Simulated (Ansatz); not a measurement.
MnS: single-point calculation (part 1 of 2)

MnS (P6₃mc, 8 atoms in the cell), computed with DFT PBE+U, scalar-relativistic, plane waves, PAW, Ueff = 5 eV on Mn atom 1 d; Ueff = 5 eV on Mn atom 2 d; Ueff = 5 eV on Mn atom 5 d; Ueff = 5 eV on Mn atom 6 d, spin-polarised (Ansatz 0.2.0).

The structure derives from a Materials Project entry. It belongs to a series of runs on one base structure; here: random orbitals: pairs, high filling. Figures and captions count atoms from 1; the log counts them from 0 in places.

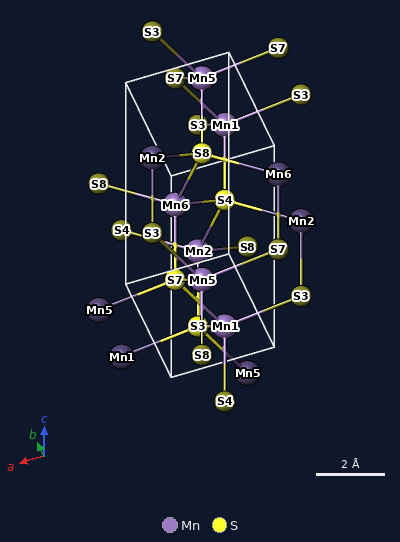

Fig. 1: The structure (ball-and-stick view of the cell of the calculation, seen at an oblique angle; neighbours outside the cell are drawn fainter; atoms are numbered from 1 in the order of the input). Near neighbours in the crystal (not all of them lie inside the picture): Mn has 4 S at 2.36 to 2.42 Å; S has 4 Mn at 2.36 to 2.42 Å.

Input
```yaml
crystal:
  lattice:
    - [3.95357758, 0.0, 0.0]
    - [-3.95357758, 6.84779724, 0.0]
    - [0.0, 0.0, 6.34252991]
  atoms:
    - { symbol: Mn, position: [0.33333333, 0.333333335, 0.99884467], spin: 5.0 }
    - { symbol: Mn, position: [0.66666667, 0.166666665, 0.49886144], spin: 5.0 }
    - { symbol: S, position: [0.66666667, 0.166666665, 0.1261543] }
    - { symbol: S, position: [0.33333333, 0.333333335, 0.6261406] }
    - { symbol: Mn, position: [0.33333333, 0.833333335, 0.99884467], spin: -5.0 }
    - { symbol: Mn, position: [0.66666667, 0.666666665, 0.49886144], spin: -5.0 }
    - { symbol: S, position: [0.66666667, 0.666666665, 0.1261543] }
    - { symbol: S, position: [0.33333333, 0.833333335, 0.6261406] }
basis:
  ecutwfc: 420
  ecutrho_ratio: 4
kpoints:
  mp_grid: { grid: [6, 6, 3] }
hamiltonian:
  xc: pbe
  hubbard:
    sites:
      - { site: 0, l: d, u_eff: 5.0, starting_ns: [{ spin: up, occupation_matrix: s0up }, { spin: down, occupation_matrix: s0down }] }
      - { site: 1, l: d, u_eff: 5.0, starting_ns: [{ spin: up, occupation_matrix: s1up }, { spin: down, occupation_matrix: s1down }] }
      - { site: 4, l: d, u_eff: 5.0, starting_ns: [{ spin: up, occupation_matrix: s4up }, { spin: down, occupation_matrix: s4down }] }
      - { site: 5, l: d, u_eff: 5.0, starting_ns: [{ spin: up, occupation_matrix: s5up }, { spin: down, occupation_matrix: s5down }] }
    double_counting: amf
    occupation_matrices:
      s0up:
        matrix:
          - [0.97, 0.0, 0.0, 0.0, 0.0]
          - [0.0, 0.97, 0.0, 0.0, 0.0]
          - [0.0, 0.0, 0.97, 0.0, 0.0]
          - [0.0, 0.0, 0.0, 0.97, 0.0]
          - [0.0, 0.0, 0.0, 0.0, 0.97]
      s0down:
        matrix:
          - [0.02, 0.0, 0.0, 0.0, 0.0]
          - [0.0, 0.02, 0.0, 0.0, 0.0]
          - [0.0, 0.0, 0.02, 0.0, 0.0]
          - [0.0, 0.0, 0.0, 0.02, 0.0]
          - [0.0, 0.0, 0.0, 0.0, 0.02]
      s1up:
        matrix:
          - [0.97, 0.0, 0.0, 0.0, 0.0]
          - [0.0, 0.97, 0.0, 0.0, 0.0]
          - [0.0, 0.0, 0.97, 0.0, 0.0]
          - [0.0, 0.0, 0.0, 0.97, 0.0]
          - [0.0, 0.0, 0.0, 0.0, 0.97]
      s1down:
        matrix:
          - [0.02, 0.0, 0.0, 0.0, 0.0]
          - [0.0, 0.02, 0.0, 0.0, 0.0]
          - [0.0, 0.0, 0.02, 0.0, 0.0]
          - [0.0, 0.0, 0.0, 0.02, 0.0]
          - [0.0, 0.0, 0.0, 0.0, 0.02]
      s4up:
        matrix:
          - [0.02, 0.0, 0.0, 0.0, 0.0]
          - [0.0, 0.02, 0.0, 0.0, 0.0]
          - [0.0, 0.0, 0.02, 0.0, 0.0]
          - [0.0, 0.0, 0.0, 0.02, 0.0]
          - [0.0, 0.0, 0.0, 0.0, 0.02]
      s4down:
        matrix:
          - [0.97, 0.0, 0.0, 0.0, 0.0]
          - [0.0, 0.97, 0.0, 0.0, 0.0]
          - [0.0, 0.0, 0.97, 0.0, 0.0]
          - [0.0, 0.0, 0.0, 0.97, 0.0]
          - [0.0, 0.0, 0.0, 0.0, 0.97]
      s5up:
        matrix:
          - [0.02, 0.0, 0.0, 0.0, 0.0]
          - [0.0, 0.02, 0.0, 0.0, 0.0]
          - [0.0, 0.0, 0.02, 0.0, 0.0]
          - [0.0, 0.0, 0.0, 0.02, 0.0]
          - [0.0, 0.0, 0.0, 0.0, 0.02]
      s5down:
        matrix:
          - [0.97, 0.0, 0.0, 0.0, 0.0]
          - [0.0, 0.97, 0.0, 0.0, 0.0]
          - [0.0, 0.0, 0.97, 0.0, 0.0]
          - [0.0, 0.0, 0.0, 0.97, 0.0]
          - [0.0, 0.0, 0.0, 0.0, 0.97]
    ns_hold: { iters: 5 }
scf:
  occupations: { method: gaussian, width: 0.05 }
  lower_state_search: "off"
  max_iter: 150
output:
  forces: true
  stress: true
  eigenvalues: true
  populations: true
  hubbard:
    sites:
      - { site: 0, l: d }
      - { site: 1, l: d }
      - { site: 4, l: d }
      - { site: 5, l: d }
magnetization:
  spin_polarized: true
```

Machine: 4 threads of Arm Neoverse V1, 24 GiB of memory available, shared host.

Launched with:
```bash
ansatz run input.yaml --threads 4 --pin off --max-ram 6144MiB --backend cpu --events-out ev --progress --plain --runs-dir out
```

What the program printed
```
Warning: the atoms were moved onto the symmetric positions of the space group found under crystal.symmetry.tolerance 1.0e-5 (fractional; no operation is sought that the atoms, as they stand in a round, miss by more than twice it, and no atom is moved by as much as it), and the run uses the moved positions. Before a round's move an operation carried an atom to 1.06e-4 Å from where it should land, the largest such distance. Atom 0 (counting from 0) moved farthest, by 5.32e-5 Å; the longest move in fractions of the cell, of whichever atom, is 0.83 of the tolerance, in 1 round. To run the atoms as typed, lower crystal.symmetry.tolerance until the operations that they miss are no longer found, or set crystal.symmetry.detect: false (a key that needs symmetry detection or time reversal refuses this as the deck is read). The positions used, in the order of the run's atom list: position: [0.333333335, 0.333333335, 0.998853055]; position: [0.6666666649999999, 0.166666665, 0.498853055]; position: [0.6666666649999999, 0.166666665, 0.12614745000000002]; position: [0.333333335, 0.333333335, 0.62614745]; position: [0.33333333499999995, 0.833333335, 0.998853055]; position: [0.666666665, 0.666666665, 0.498853055]; position: [0.666666665, 0.666666665, 0.12614745000000002]; position: [0.33333333499999995, 0.833333335, 0.62614745];
Mn: projections on atomic orbitals take those of the free atom [Ne] 3s2 3p6 3d5 4s2, of charge +0.00 (hamiltonian.pseudopotentials.projection_atoms); the dataset's partial waves leave at most 9.0e-7 of an orbital's norm unspanned inside its sphere
S: projections on atomic orbitals take those of the free atom [Ne] 3s2 3p4, of charge +0.00 (hamiltonian.pseudopotentials.projection_atoms); the dataset's partial waves leave at most 1.6e-7 of an orbital's norm unspanned inside its sphere
Engine: ansatz 0.2.0, aarch64-unknown-linux-gnu
Pseudopotentials: kind: paw
Pseudopotential: Mn, paw, valence charge 15, recommended cutoff 420 eV (normal), Mn.paw.azcp
Pseudopotential: S, paw, valence charge 6, recommended cutoff 420 eV (normal), S.paw.azcp
Functional definition: PBE
  parameter kappa = 0.804
  parameter beta = 0.06672455060314922
  exchange = pbe_x(kappa = kappa, mu = beta*pi^2/3)
  correlation = pbe_c(beta = beta)
Crystal: 8 atoms, lattice volume = 171.713 Å³
Basis set: ecut = 420 eV, 3379 PW (Γ), exchange–correlation on 54×108×90 points (8 copies of the dense FFT grid, shifted against one another)
Bands: 63, of which v1, the nominal top of the filled ones, is band 42 counted from 1 (41 counted from 0)
Symmetry: 4 space group operations
Space group: Pmn21 (ITA 31), of the structure as read, at distance tolerance 5.6e-5 Å
Magnetic group: BNS 31.133 (UNI 231), of the structure as read, at distance tolerance 5.6e-5 Å
k-points: 32 of 108 (time reversal used)
Non-local potential: Mn, projectors of the file, l = 0: 3, l = 1: 2, l = 2: 3, l = 3: 1
Non-local potential: S, projectors of the file, l = 0: 2, l = 1: 2, l = 2: 2
PAW form: soft (Blöchl's): semilocal exchange-correlation on the pseudo side does not see the compensation charge
PAW one-centre angular grid: Mn, 590 points (default); XC on 64 Gauss nodes
PAW one-centre angular grid: S, 110 points (default); XC on 64 Gauss nodes
Initial density: superposition of atomic densities (chi_scale 0.1, normalization cell, long waves kept (reshape's long-wave potential 0.00 eV rms))
Starting moments: Σ|m| = 20 μB on 4 of 8 sites
Starting magnetic order: antiferromagnet; a translation exchanges its spin sublattices: spin-degenerate at every k-point
Initial wavefunctions: pseudopotential atomic-orbital guess
Functional: x = pbe(κ = 0.804, μ = 0.2195149727645171), c = pbe(β = 0.06672455060314922)
SCF iter   1: F=—  HF=-19210.433277 eV  |F-HF|=—  |Δ(HF+E_count)|=         —  Δρ=7.06e-2 (↑7.06e-2 ↓7.06e-2)  dr2=2.34e1  dr2_m=2.47e0  M=0.000 μB ∫|m|=16.971 μB  β_m=0.30  ethr=3.10e-3  ⟨swp⟩=5.9  Hψ=7455  notcnv=0  defer=47
preconditioner: auto → Resta (q_TF=auto, 2.422 Å⁻¹)  ε∞=6.7  [insulator: Δε(μ)=0.057 eV  Ē_g=8.536 eV  σ=0.050 eV  W_gap=0.58  n_scr=38 (ndim 8)  ℏωp=20.4 eV  f_vac=0.002  D(μ)=1.55/eV (n_scr^D=4)  ε∞_Penn≈6.7]
spin=Collinear: Resta preconditioning applied to the charge; magnetization (m = ρ↑ − ρ↓) channel mixes plain (no charge-response kernel on spin).
SCF iter   2: F=—  HF=-19207.584997 eV  |F-HF|=—  |Δ(HF+E_count)|=    2.85e0  Δρ=2.52e-2 (↑2.52e-2 ↓2.52e-2)  dr2=1.40e0  dr2_m=7.59e-1  M=0.000 μB ∫|m|=18.199 μB  β_m=0.30  ethr=3.10e-3  ⟨swp⟩=3.0  Hψ=4487  notcnv=0  defer=419
SCF iter   3: F=—  HF=-19207.871279 eV  |F-HF|=—  |Δ(HF+E_count)|=   2.86e-1  Δρ=1.91e-2 (↑1.91e-2 ↓1.91e-2)  dr2=6.67e-1  dr2_m=4.55e-1  M=0.000 μB ∫|m|=18.218 μB  β_m=0.30  ethr=1.67e-3  ⟨swp⟩=2.0  Hψ=1953  notcnv=0  defer=416
SCF iter   4: F=—  HF=-19207.977580 eV  |F-HF|=—  |Δ(HF+E_count)|=   1.06e-1  Δρ=1.32e-2 (↑1.32e-2 ↓1.32e-2)  dr2=3.93e-2  dr2_m=2.61e-1  M=0.000 μB ∫|m|=18.236 μB  β_m=0.30  ethr=7.94e-4  ⟨swp⟩=3.0  Hψ=2849  notcnv=0  defer=416
SCF iter   5: F=—  HF=-19208.123559 eV  |F-HF|=—  |Δ(HF+E_count)|=   1.46e-1  Δρ=9.82e-3 (↑9.82e-3 ↓9.82e-3)  dr2=1.84e-2  dr2_m=1.46e-1  M=0.000 μB ∫|m|=18.237 μB  β_m=0.30  ethr=4.68e-5  ⟨swp⟩=3.1  Hψ=3802  notcnv=0  defer=440
SCF iter   6: F=—  HF=-19208.202069 eV  |F-HF|=—  |Δ(HF+E_count)|=   7.85e-2  Δρ=6.86e-3 (↑6.86e-3 ↓6.86e-3)  dr2=4.84e-3  dr2_m=7.27e-2  M=0.000 μB ∫|m|=18.230 μB  β_m=0.30  ethr=2.19e-5  ⟨swp⟩=2.0  Hψ=3089  notcnv=0  defer=440
Mixer restart at iter 6: flushing history
spin-set hold released at iteration 6 (site moments contracting): the magnetisation degrees of freedom join the quasi-Newton model from the next iteration; the mixer history was flushed
SCF iter   7: F=—  HF=-19208.281422 eV  |F-HF|=—  |Δ(HF+E_count)|=         —  Δρ=5.39e-3 (↑5.39e-3 ↓5.39e-3)  dr2=2.05e-3  dr2_m=4.52e-2  M=0.000 μB ∫|m|=18.224 μB  β_m=0.30  ethr=5.77e-6  ⟨swp⟩=2.7  Hψ=3214  notcnv=0  defer=438
SCF iter   8: F=—  HF=-19208.326242 eV  |F-HF|=—  |Δ(HF+E_count)|=   4.48e-2  Δρ=4.24e-3 (↑4.24e-3 ↓4.24e-3)  dr2=1.42e-3  dr2_m=2.79e-2  M=0.000 μB ∫|m|=18.217 μB  β_m=0.65  ethr=2.44e-6  ⟨swp⟩=2.6  Hψ=3184  notcnv=0  defer=438
SCF iter   9: F=—  HF=-19208.385750 eV  |F-HF|=—  |Δ(HF+E_count)|=   5.95e-2  Δρ=7.64e-4 (↑7.64e-4 ↓7.64e-4)  dr2=4.83e-4  dr2_m=8.01e-4  M=0.000 μB ∫|m|=18.183 μB  β_m=0.82  ethr=1.70e-6  ⟨swp⟩=4.1  Hψ=3684  notcnv=0  defer=433
SCF iter  10: F=—  HF=-19208.386769 eV  |F-HF|=—  |Δ(HF+E_count)|=   1.02e-3  Δρ=3.58e-4 (↑3.58e-4 ↓3.58e-4)  dr2=4.55e-4  dr2_m=4.73e-5  M=0.000 μB ∫|m|=18.176 μB  β_m=0.81  ethr=5.75e-7  ⟨swp⟩=2.2  Hψ=3055  notcnv=0  defer=431
SCF iter  11: F=—  HF=-19208.386814 eV  |F-HF|=—  |Δ(HF+E_count)|=   4.49e-5  Δρ=2.62e-4 (↑2.62e-4 ↓2.62e-4)  dr2=3.82e-4  dr2_m=7.63e-6  M=0.000 μB ∫|m|=18.170 μB  β_m=0.63  ethr=5.42e-7  ⟨swp⟩=2.1  Hψ=3230  notcnv=0  defer=428
SCF iter  12: F=—  HF=-19208.386734 eV  |F-HF|=—  |Δ(HF+E_count)|=   7.99e-5  Δρ=3.12e-5 (↑3.12e-5 ↓3.12e-5)  dr2=3.70e-6  dr2_m=7.37e-7  M=0.000 μB ∫|m|=18.171 μB  β_m=0.82  ethr=4.54e-7  ⟨swp⟩=2.0  Hψ=2272  notcnv=0  defer=428
SCF iter  13: F=—  HF=-19208.386902 eV  |F-HF|=—  |Δ(HF+E_count)|=   1.68e-4  Δρ=5.89e-6 (↑5.89e-6 ↓5.89e-6)  dr2=1.65e-7  dr2_m=2.39e-8  M=0.000 μB ∫|m|=18.170 μB  β_m=0.91  ethr=4.41e-9  ⟨swp⟩=2.0  Hψ=2933  notcnv=0  defer=428
SCF iter  14: F=-19208.386903 eV  HF=-19208.386903 eV  |F-HF|=1.99e-8  |Δ(HF+E_count)|=   2.86e-7  Δρ=1.50e-6 (↑1.50e-6 ↓1.50e-6)  dr2=1.06e-8  dr2_m=1.56e-9  M=0.000 μB ∫|m|=18.170 μB  ethr=1.19e-10  ⟨swp⟩=10.2  Hψ=10232  notcnv=0
SCF 1 converged in 14 iterations: F = -19208.386903 eV  dr2 = 1.06e-8
  greatest PAW one-centre occupation: 1.003 electrons in one spin orbital (limit 2), on the Mn atom at site 5 (counted from 0), in its partial waves of l = 1
```

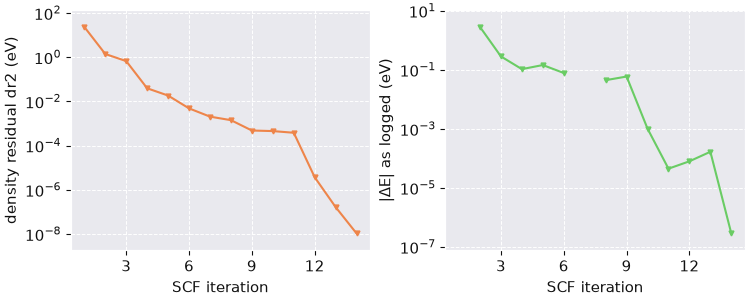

Fig. 2: Convergence of the self-consistent field: density residual dr2 and size of the energy change against the SCF iteration. The residual falls at every step.

```
SCF converged after 14 iterations
Magnetization: 0.0000 μB (42.0000 up, 42.0000 down)
Absolute magnetization: 18.1710 μB (∫|ρ↑−ρ↓|, with the PAW one-centre terms)
Spin contamination: 9.2911 ħ² per cell (⟨S²⟩ above its minimum at these occupations)
Per-site moments (μB) at R_I (Å): [(3.9382145538863447, 0.9751072845265722), (3.9382145538863456, 0.9751072845265726), (0.05507848748611847, 0.9751072845265726), (0.055078487486118745, 0.9751072845265722), (-3.938214553886344, 0.9751072845265722), (-3.9382145538863442, 0.9751072845265726), (-0.05507848748611855, 0.9751072845265726), (-0.05507848748611843, 0.9751072845265722)]
Free energy (F): -19208.386903 eV
Harris-Foulkes:  -19208.386903 eV  (|F-HF|=1.99e-8)
Internal energy: -19208.386903 eV  (E = F + TS)
E sigma→0 (E₀):  -19208.386903 eV
Fermi energy:    7.724430 eV
--- Per-component energies (eV) ---
  E_band       = -1402.503302
  E_kinetic    = 1625.907766
  E_local      = -11130.435240  (includes V_loc(G=0)·N_el)
  E_nonlocal   = 1116.767103
  E_hartree    = 4576.176045
  E_xc         = -832.697102
  E_vxc        = -917.482543  (∫ρ·V_xc dr)
  E_hubbard    = -0.131326  (on-site DFT+U / exact-exchange correction)
  E_vhub       = -0.262651  (the Hubbard potential's part of the band-sum identity)
  E_paw        = -7625.010833  (= ΣΔE_a)
  E_vpaw       = -1249.348739  (= ΣTr[D̂ρ^β])
  E_aug_tail   = -0.000033  (compensation charges beyond the density's cutoff)
  E_ewald      = -6938.963282
  E_smearing   = -0.000000  (= −TS)
  E_closure    = 0.000000  (closes the sum)
  Σ components = -19208.386903   (vs F -19208.386903, Δ=0.00e0)
DFT+U double counting: amf (around mean field; hamiltonian.hubbard.double_counting)
```
